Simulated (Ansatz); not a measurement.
# Run report: SnO, geometry relaxation

- system: SnO (P4/nmm, 8 atoms in the cell)
- method: DFT PBEsol, scalar-relativistic, plane waves, PAW, no spin polarisation (Ansatz 0.2.0)

The structure derives from a Materials Project entry. Figures and captions count atoms from 1; the log counts them from 0 in places.

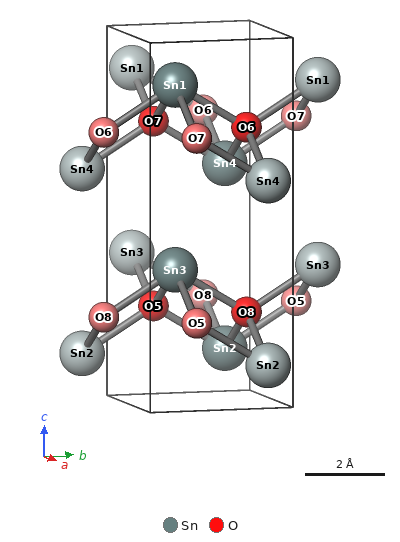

Fig. 1: The structure as given in the input (ball-and-stick view of the cell of the calculation, seen slightly off an axis; neighbours outside the cell are drawn fainter; atoms are numbered from 1 in the order of the input). An atom can appear more than once, as a periodic image. Near neighbours in the periodic cell (some may lie outside the picture): Sn has 4 O at 2.22 Å; O has 4 Sn at 2.22 Å.

Input file:
```yaml
crystal:
  lattice:
    - [2.6910265929, -2.6910263681, 0.0]
    - [2.6910265929, 2.6910263681, 0.0]
    - [0.0, 0.0, 9.5027696111]
  atoms:
    - { symbol: Sn, position: [0.7500077538, 0.2499922462, 0.8712316879] }
    - { symbol: Sn, position: [0.2499922462, 0.7500077538, 0.1287683121] }
    - { symbol: Sn, position: [0.7499922462, 0.2500077538, 0.3712316879] }
    - { symbol: Sn, position: [0.2500077538, 0.7499922462, 0.6287683121] }
    - { symbol: O, position: [0.2499958234, 0.2500041766, 0.25] }
    - { symbol: O, position: [0.7500041766, 0.7499958234, 0.75] }
    - { symbol: O, position: [0.2500041766, 0.2499958234, 0.75] }
    - { symbol: O, position: [0.7499958234, 0.7500041766, 0.25] }
basis:
  ecutwfc: 420
kpoints:
  mp_grid: { grid: [10, 10, 4] }
hamiltonian:
  xc: pbesol
scf:
  occupations: { method: gaussian, width: 0.1 }
output:
  forces: true
  stress: true
  eigenvalues: true
  write_density: true
  write_potential: true
  elf: true
  volumetric_format: npy
relax:
  adjacent_minimum: "off"
  f_tol: 0.005
  max_steps: 80
  cell: { stress_tol: 0.05 }
```

Machine: 2 threads of Intel Xeon @ 2.90GHz (Ice Lake), 32 GiB of memory available, shared host.

Launch command:
```bash
ansatz run input.yaml --threads 2 --pin off --max-ram 5120MiB --backend cpu --events-out ev --progress --plain --runs-dir out
```

Log:
```
Warning: at least one further symmetry operation maps every atom of the structure, as the run holds it, onto an atom to within 2.19e-5 (fractional), and is not used: no operation is sought that the atoms, as the run holds them, miss by more than 2.00e-5, twice crystal.symmetry.tolerance (1.0e-5). The run uses 8 unitary operations. The run imposes no operation that its atoms and lattice do not hold. Figures that only the operations left out would make equal are not made equal, and some can differ by far more than the structure misses those operations by: interpolated phonon frequencies and what the tetrahedron methods give by atom among them (crystal.symmetry.tolerance lists what is known). If the more symmetric structure is meant (of a frozen-density pass: in the run whose state it reads), write the positions to more decimals or symmetrise them. If the atoms are displaced on purpose, the operation is rightly left out
Warning: 16 further operations each map every atom onto an atom to within the bar at which the run's group was sought, crystal.symmetry.tolerance = 1.0e-5 (fractional) or twice it, and were not used: together with those that the run uses (8 unitary) they do not form a group (the best of them misses by 1.55e-5). An atom lies off a symmetric position by an amount comparable with the tolerance. The run imposes no operation that its atoms and lattice do not hold. Figures that only the operations left out would make equal are not made equal, and some can differ by far more than the structure misses those operations by: interpolated phonon frequencies and what the tetrahedron methods give by atom among them (crystal.symmetry.tolerance lists what is known). The run uses more k-points than the symmetric structure would need; if that structure is meant (of a frozen-density pass: in the run whose state it reads), write the positions to more decimals or symmetrise them, or raise the tolerance and check the reported number of operations
Engine: ansatz 0.2.0, x86_64-unknown-linux-gnu
Pseudopotentials: kind: paw
Pseudopotential: Sn, paw, valence charge 14, recommended cutoff 420 eV (normal), Sn.paw.azcp
Pseudopotential: O, paw, valence charge 6, recommended cutoff 420 eV (normal), O.paw.azcp
Functional definition: PBEsol
  exchange = pbesol_x
  correlation = pbesol_c
Crystal: 8 atoms, lattice volume = 137.631 Å³
Basis set: ecut = 420 eV, 2695 PW (Γ), exchange–correlation on 54×54×128 points (8 copies of the dense FFT grid, shifted against one another)
Bands: 48, of which v1, the nominal top of the filled ones, is band 40 counted from 1 (39 counted from 0)
Symmetry: 8 space group operations
Space group: Cmce (ITA 64), of the structure as read, at distance tolerance 5.2e-5 Å
k-points: 93 of 400
Non-local potential: Sn, projectors of the file, l = 0: 2, l = 1: 2, l = 2: 2, l = 3: 2
Non-local potential: O, projectors of the file, l = 0: 2, l = 1: 2, l = 2: 1
PAW form: soft (Blöchl's): semilocal exchange-correlation on the pseudo side does not see the compensation charge
PAW frozen core: Sn, regenerated for the run's functional, and the local potential with it (the file was generated under x = pbe(κ = 0.804, μ = 0.2195149727645171), c = pbe(β = 0.06672455060314922))
PAW frozen core: O, regenerated for the run's functional, and the local potential with it (the file was generated under x = pbe(κ = 0.804, μ = 0.2195149727645171), c = pbe(β = 0.06672455060314922))
PAW one-centre angular grid: Sn, 590 points (default); XC on 64 Gauss nodes
PAW one-centre angular grid: O, 110 points (default); XC on 64 Gauss nodes
Initial density: superposition of atomic densities (neutral atoms: chi_scale 0, normalization atom), corrected by the library's trained network
Initial wavefunctions: pseudopotential atomic-orbital guess
Functional: x = pbesol(κ = 0.804, μ = 0.12345679012345678), c = pbesol(β = 0.046)
SCF iter   1: F=—  HF=-26042.894472 eV  |F-HF|=—  |Δ(HF+E_count)|=         —  Δρ=1.40e-2  dr2=2.25e-1  ethr=1.77e-3  ⟨swp⟩=6.3  Hψ=17379  notcnv=0
preconditioner: auto → LDOS  [metal: Δε(μ)=0.071 eV  Ē_g=17.986 eV  σ=0.100 eV  W_gap=0.39  n_scr=38 (ndim 8)  ℏωp=28.3 eV  f_vac=0.014  D(μ)=0.40/eV (n_scr^D=2)  β→1.0]
SCF iter   2: F=—  HF=-26043.018695 eV  |F-HF|=—  |Δ(HF+E_count)|=   1.24e-1  Δρ=2.49e-2  dr2=7.45e-1  ethr=2.81e-4  ⟨swp⟩=2.8  Hψ=9581  notcnv=0  defer=268  recentre
preconditioner: auto → Resta (q_TF=auto, 2.492 Å⁻¹)  ε∞=3.4  [insulator: Δε(μ)=0.237 eV  Ē_g=18.113 eV  σ=0.100 eV  W_gap=0.53  n_scr=38 (ndim 8)  ℏωp=28.3 eV  f_vac=0.010  D(μ)=0.19/eV (n_scr^D=0)  ε∞_Penn≈3.4  β→0.5]
SCF iter   3: F=—  HF=-26042.842263 eV  |F-HF|=—  |Δ(HF+E_count)|=   1.76e-1  Δρ=1.23e-3  dr2=1.82e-3  ethr=2.81e-4  ⟨swp⟩=2.0  Hψ=6534  notcnv=0  defer=268
SCF iter   4: F=—  HF=-26042.842595 eV  |F-HF|=—  |Δ(HF+E_count)|=   3.32e-4  Δρ=4.94e-4  dr2=4.31e-4  ethr=2.28e-6  ⟨swp⟩=2.0  Hψ=8921  notcnv=0  defer=255
SCF iter   5: F=—  HF=-26042.842477 eV  |F-HF|=—  |Δ(HF+E_count)|=   1.18e-4  Δρ=1.32e-4  dr2=2.45e-5  ethr=5.38e-7  ⟨swp⟩=3.0  Hψ=7923  notcnv=0  defer=255
SCF iter   6: F=—  HF=-26042.842396 eV  |F-HF|=—  |Δ(HF+E_count)|=   8.05e-5  Δρ=3.56e-5  dr2=2.53e-6  ethr=3.07e-8  ⟨swp⟩=2.1  Hψ=5226  notcnv=0  defer=255
SCF iter   7: F=-26042.842396 eV  HF=-26042.842396 eV  |F-HF|=1.04e-8  |Δ(HF+E_count)|=   1.82e-7  Δρ=7.15e-6  dr2=6.37e-8  ethr=1.25e-10  ⟨swp⟩=13.4  Hψ=35202  notcnv=0
SCF 1 converged in 7 iterations: F = -26042.842396 eV  dr2 = 6.37e-8
  greatest PAW one-centre occupation: 0.994 electrons in one spin orbital (limit 2), on the Sn atom at site 3 (counted from 0), in its partial waves of l = 2
relax step   1: F+E_penalty+E_count = -26042.84239634 eV  Δ(F+E_penalty+E_count) = +0.000e0 eV  max|allowed force component| = 3.082e-3 eV/Å  Δτ_max = 0.0000 Å  P = -0.010 GPa  Ω = 137.631 Å³  (7 SCF iters, dr2 threshold 1.00e-7 eV, accepted)
Initial density: handed on by an earlier stage of this run
Initial wavefunctions: pseudopotential atomic-orbital guess (no wavefunctions were taken with the density)
iter 1 solved again at ethr=1.21e-7 eV; its pass at ethr=3.10e-3 eV (dr2=9.64e-5 eV) is discarded
SCF iter   1: F=—  HF=-26042.842478 eV  |F-HF|=—  |Δ(HF+E_count)|=         —  Δρ=6.40e-6  dr2=5.26e-8  ethr=1.21e-7  ⟨swp⟩=3.3  Hψ=28295  notcnv=0
preconditioner: auto → Resta (q_TF=auto, 2.492 Å⁻¹)  ε∞=3.5  [insulator: Δε(μ)=0.150 eV  Ē_g=18.044 eV  σ=0.100 eV  W_gap=0.68  n_scr=38 (ndim 8)  ℏωp=28.3 eV  f_vac=0.010  D(μ)=0.28/eV (n_scr^D=0)  ε∞_Penn≈3.5]
SCF iter   2: F=—  HF=-26042.842396 eV  |F-HF|=—  |Δ(HF+E_count)|=   8.15e-5  Δρ=3.68e-6  dr2=1.85e-8  ethr=6.57e-11  ⟨swp⟩=3.0  Hψ=9286  notcnv=0
SCF iter   3: F=—  HF=-26042.842396 eV  |F-HF|=—  |Δ(HF+E_count)|=   1.16e-8  Δρ=1.44e-6  dr2=3.02e-9  ethr=2.31e-11  ⟨swp⟩=2.0  Hψ=5936  notcnv=0
SCF iter   4: F=—  HF=-26042.842396 eV  |F-HF|=—  |Δ(HF+E_count)|=   1.11e-9  Δρ=4.87e-7  dr2=3.86e-10  ethr=3.77e-12  ⟨swp⟩=2.0  Hψ=5803  notcnv=0
iter 5 did not close the SCF: its close was put off for the readings that it lacked (scf_convergence_deferred on its scf_iter line)
SCF iter   5: F=-26042.842396 eV  HF=-26042.842396 eV  |F-HF|=7.28e-12  |Δ(HF+E_count)|=  3.38e-10  Δρ=7.95e-8  dr2=8.29e-12  ethr=1.00e-12  ⟨swp⟩=2.0  Hψ=5789  notcnv=0
SCF iter   6: F=-26042.842396 eV  HF=-26042.842396 eV  |F-HF|=0.00e0  |Δ(HF+E_count)|=  1.09e-11  Δρ=1.77e-8  dr2=5.04e-13  ethr=1.00e-12  ⟨swp⟩=5.0  Hψ=18742  notcnv=0
SCF 2 converged in 6 iterations: F = -26042.842396 eV  dr2 = 5.04e-13
  greatest PAW one-centre occupation: 0.994 electrons in one spin orbital (limit 2), on the Sn atom at site 1 (counted from 0), in its partial waves of l = 2
relax step   2: F+E_penalty+E_count = -26042.84239637 eV  Δ(F+E_penalty+E_count) = -2.578e-8 eV  max|allowed force component| = 3.062e-3 eV/Å  Δτ_max = 0.0000 Å  P = -0.010 GPa  Ω = 137.631 Å³  stress off target by 1.19e-2 GPa  SCF on the basis re-selected at this cell (its energy is not comparable with the rows above)  (6 SCF iters)
```

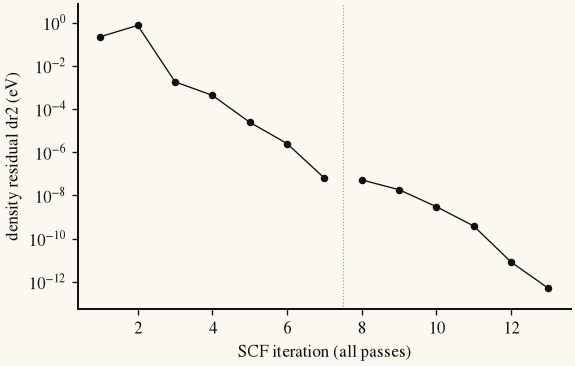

Fig. 2: Convergence of the self-consistent field: density residual dr2 against the SCF iteration. The dotted lines part the SCF passes of the relaxation: geometry steps, rejected trials and re-solves on a re-selected basis. The passes take 7 and 6 iterations.

```
basis re-selected at this cell: Δ(F+E_penalty+E_count) = -2.578e-8 eV, ΔP = +0.000 GPa vs the last step (what re-selecting the basis moved, of the pressure what is left beyond the Pulay correction that the steps carried, after the strain that the cell walked since its last selection, with what the two solves' SCF thresholds leave and, on support functions, any second-order correction that the steps lacked; it is no measure of the basis error at this ecutwfc). This SCF's stress stands 1.19e-2 GPa from its target on what of the cell is left free (relax.cell.stress_tol is 5.00e-2 GPa) and its largest allowed force component is 3.06e-3 eV/Å (relax.f_tol is 5.00e-3 eV/Å): within both
SCF converged after 6 iterations
Free energy (F): -26042.842396 eV
Harris-Foulkes:  -26042.842396 eV  (|F-HF|=0.00e0)
Internal energy: -26042.840995 eV  (E = F + TS)
E sigma→0 (E₀):  -26042.841696 eV
Entropy (-TS):   -0.001402 eV (-0.175 meV/atom)
Fermi energy:    10.131970 eV
--- Per-component energies (eV) ---
  E_band       = -358.897169
  E_kinetic    = 1447.478881
  E_local      = -5186.082634  (includes V_loc(G=0)·N_el)
  E_nonlocal   = 72.707240
  E_hartree    = 2815.416076
  E_xc         = -1808.757929
  E_vxc        = -761.993356  (∫ρ·V_xc dr)
  E_paw        = -16870.297921  (= ΣΔE_a)
  E_vpaw       = -1561.849078  (= ΣTr[D̂ρ^β])
  E_aug_tail   = 0.009578  (compensation charges beyond the density's cutoff)
  E_ewald      = -6514.594796
  E_core_change = 1.280511  (= ΣΔE_core)
  E_smearing   = -0.001402  (= −TS)
  E_closure    = -0.000000  (closes the sum)
  Σ components = -26042.842396   (vs F -26042.842396, Δ=0.00e0)
--- Forces (eV/Å), atoms counted from 1 ---
  atom   1  Sn     0.00000000     0.00009194     0.00306210
  atom   2  Sn    -0.00000000    -0.00009194    -0.00306210
  atom   3  Sn     0.00000000    -0.00009194     0.00306210
  atom   4  Sn    -0.00000000     0.00009194    -0.00306210
  atom   5  O     -0.00000000     0.00005253     0.00000000
  atom   6  O      0.00000000    -0.00005253     0.00000000
  atom   7  O     -0.00000000    -0.00005253     0.00000000
  atom   8  O      0.00000000     0.00005253    -0.00000000
  max |Σ_I F_I| component: 8.67e-19 eV/Å
--- Stress (GPa, compression-positive) ---
       -0.011910       0.000000       0.000000
        0.000000      -0.011896      -0.000000
        0.000000      -0.000000      -0.006824
  P = ⅓ Tr σ = -0.0102 GPa (-0.102 kbar)
--- Band table (eV; the first three rows and the last of 93) ---
  k-point 0: bands = ["-11.8753", "-11.8536", "-11.4483", "-11.4312", "-11.4312", "-11.4264", "-11.3922", "-11.3922", "-11.3839", "-11.3739", "-11.3618", "-11.3466", "-11.3441", "-11.3425", "-11.3377", "-11.3377", "-11.3220", "-11.3163", "-11.2947", "-11.2947", "-10.1106", "-10.0639", "-7.3901", "-7.3889", "0.7267", "2.4245", "3.2291", "3.7469", "3.7469", "3.8839", "3.8839", "6.5071", "6.5892", "6.8778", "6.8778", "6.8966", "6.8966", "7.0784", "7.8700", "10.0758", "11.7094", "12.2278", "12.8546", "12.8546", "13.6304", "14.6088", "14.6275", "14.6275"]
  k-point 1: bands = ["-11.8723", "-11.8569", "-11.4450", "-11.4295", "-11.4272", "-11.4272", "-11.4010", "-11.4010", "-11.3818", "-11.3716", "-11.3674", "-11.3559", "-11.3386", "-11.3334", "-11.3284", "-11.3284", "-11.3241", "-11.3184", "-11.2993", "-11.2993", "-10.1038", "-10.0708", "-7.3899", "-7.3891", "0.8639", "1.8812", "3.7662", "3.7662", "3.8631", "3.8631", "3.9345", "6.2007", "6.5188", "6.5772", "6.8810", "6.8810", "6.8944", "6.8944", "8.6660", "9.9697", "11.6632", "11.9948", "13.0140", "13.0140", "13.8618", "14.1338", "14.1338", "14.6481"]
  k-point 2: bands = ["-11.8647", "-11.8647", "-11.4371", "-11.4371", "-11.4159", "-11.4159", "-11.4159", "-11.4159", "-11.3758", "-11.3758", "-11.3653", "-11.3653", "-11.3302", "-11.3302", "-11.3243", "-11.3243", "-11.3120", "-11.3120", "-11.3120", "-11.3120", "-10.0874", "-10.0874", "-7.3895", "-7.3895", "1.2635", "1.2635", "3.8140", "3.8140", "3.8140", "3.8140", "5.0330", "5.0330", "6.5477", "6.5477", "6.8886", "6.8886", "6.8886", "6.8886", "9.5218", "9.5218", "11.6961", "11.6961", "13.4687", "13.4687", "13.4687", "13.4687", "14.3558", "14.3558"]
  k-point 92: bands = ["-11.8025", "-11.8025", "-11.8025", "-11.8025", "-11.3988", "-11.3988", "-11.3988", "-11.3988", "-11.3630", "-11.3630", "-11.3630", "-11.3630", "-11.3061", "-11.3061", "-11.3061", "-11.3061", "-11.2886", "-11.2886", "-11.2886", "-11.2886", "-8.3181", "-8.3181", "-8.3181", "-8.3181", "0.9619", "0.9619", "0.9619", "0.9619", "4.6364", "4.6364", "4.6364", "4.6364", "7.5667", "7.5667", "7.5667", "7.5667", "7.6891", "7.6891", "7.6891", "7.6891", "10.9007", "10.9007", "10.9007", "10.9007", "15.1800", "15.1800", "15.1800", "15.1800"]
--- Relaxed structure (1 steps of the walk, 1 accepted, 1 SCFs on fresh bases) ---
  F+E_penalty+E_count = -26042.84239637 eV   max|allowed force component| = 3.062e-3 eV/Å   (the final SCF, on the basis selected at the relaxed cell)
  cell:  # Å, volume = 137.6310 Å³
    - [2.6910265929, -2.6910263681, 0.0]
    - [2.6910265929, 2.6910263681, 0.0]
    - [0.0, 0.0, 9.5027696111]
  atoms:
    - { symbol: Sn, position: [0.7500077538, 0.24999224620000005, 0.8712316879000003] }
    - { symbol: Sn, position: [0.24999224620000005, 0.7500077538, 0.12876831210000003] }
    - { symbol: Sn, position: [0.7499922462, 0.25000775379999995, 0.37123168790000005] }
    - { symbol: Sn, position: [0.25000775379999995, 0.7499922462, 0.6287683121000001] }
    - { symbol: O, position: [0.2499958234, 0.2500041766, 0.25000000000000006] }
    - { symbol: O, position: [0.7500041766000001, 0.7499958234000002, 0.7500000000000001] }
    - { symbol: O, position: [0.2500041766, 0.2499958234, 0.7500000000000001] }
    - { symbol: O, position: [0.7499958234000002, 0.7500041766000001, 0.25000000000000006] }
```

Trajectory as extended XYZ (Å, eV, eV/Å), 2 frames, from step=1 to step=2:
```
8
Lattice="2.6910 -2.6910 0.0000 2.6910 2.6910 0.0000 0.0000 0.0000 9.5028" Properties=species:S:1:pos:R:3:forces:R:3 step=1 energy=-26042.84240 pressure_GPa=-0.01
Sn    2.6910   -1.3456    8.2791    0.0000   0.0001   0.0031
Sn    2.6910    1.3456    1.2237    0.0000  -0.0001  -0.0031
Sn    2.6910   -1.3455    3.5277    0.0000  -0.0001   0.0031
Sn    2.6910    1.3455    5.9750    0.0000   0.0001  -0.0031
O     1.3455    0.0000    2.3757    0.0000   0.0001   0.0000
O     4.0365    0.0000    7.1271    0.0000  -0.0001   0.0000
O     1.3455    0.0000    7.1271    0.0000  -0.0001   0.0000
O     4.0365    0.0000    2.3757    0.0000   0.0001   0.0000
8
Lattice="2.6910 -2.6910 0.0000 2.6910 2.6910 0.0000 0.0000 0.0000 9.5028" Properties=species:S:1:pos:R:3:forces:R:3 step=2 energy=-26042.84240 pressure_GPa=-0.01
Sn    2.6910   -1.3456    8.2791    0.0000   0.0001   0.0031
Sn    2.6910    1.3456    1.2237    0.0000  -0.0001  -0.0031
Sn    2.6910   -1.3455    3.5277    0.0000  -0.0001   0.0031
Sn    2.6910    1.3455    5.9750    0.0000   0.0001  -0.0031
O     1.3455    0.0000    2.3757    0.0000   0.0001   0.0000
O     4.0365    0.0000    7.1271    0.0000  -0.0001   0.0000
O     1.3455    0.0000    7.1271    0.0000  -0.0001   0.0000
O     4.0365    0.0000    2.3757    0.0000   0.0001   0.0000
```

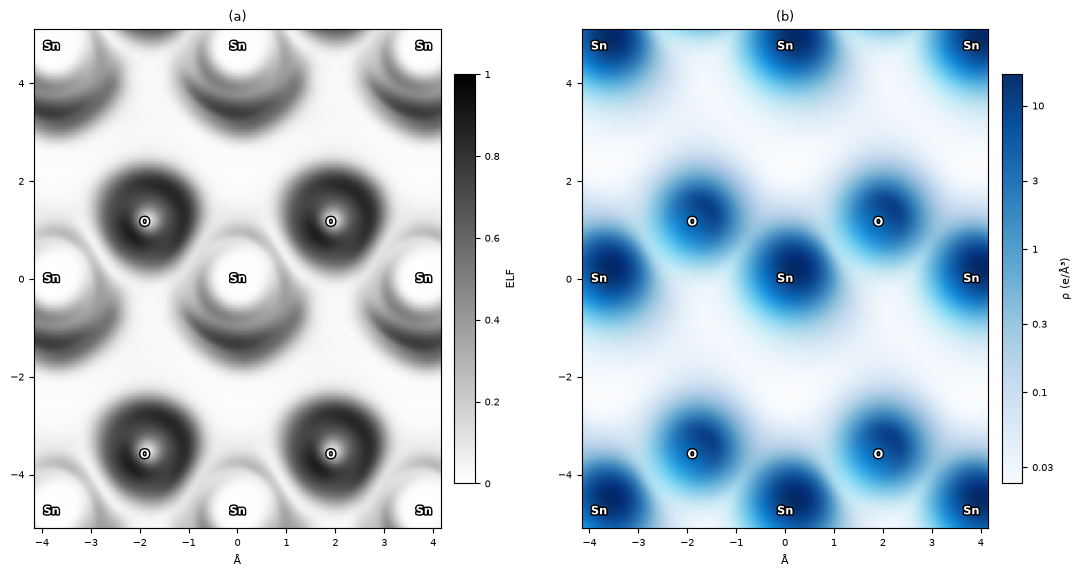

Fig. 3: (a) electron localisation function; (b) valence charge density (pseudo) on the (010) plane of the calculation cell. Atoms in the plane: Sn and O. Sn–O (2.22 Å): ρ at the midpoint is about 0.48 e/Å³; the ELF is about 0.20 at the midpoint (a polar contact without a shared pair, in a metal). Away from the nuclei the density in this plane falls to 0.02 e/Å³ at its lowest. In a PAW calculation such maps are meaningful between the atoms, not at the nuclei.

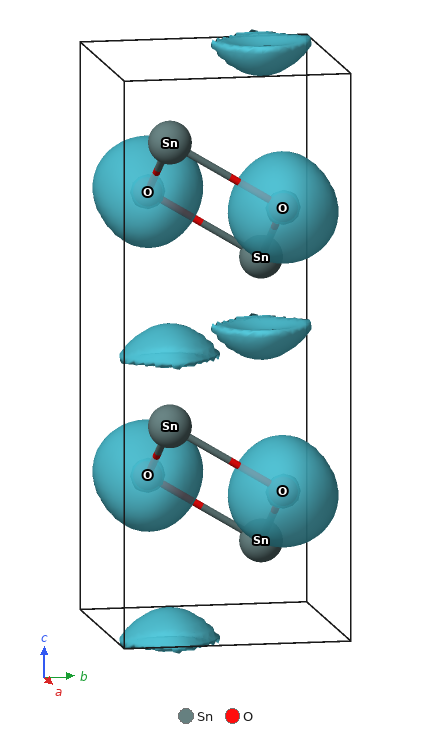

Fig. 4: Isosurface of the electron localisation function at 0.6 (cyan), seen slightly off an axis. Core shells and regions of very low density are left out. Sticks mark near contacts. The outline is the calculation cell. Along the contacts the grid gives the following. Sn–O (2.22 Å): the ELF is about 0.20 at the midpoint; no shared pair; the contact is polar.

Summary:

```tsv
quantity	value
outcome	converged
space group (tolerance 0.01 Å)	P4/nmm (129)
electrons treated	80
free energy	−26042.8424 eV
Fermi energy	10.132 eV
gap on the k-point mesh	none (metallic)
pressure	−0.01 GPa
final volume	137.63 Å³
largest force (length of the vector) at the end	0.003 eV/Å
final cell	a = 3.806 Å, b = 3.806 Å, c = 9.503 Å, α = 90.00°, β = 90.00°, γ = 90.00°
wall time	27 s (CPU time 54 s)
peak memory	0.78 GiB
```
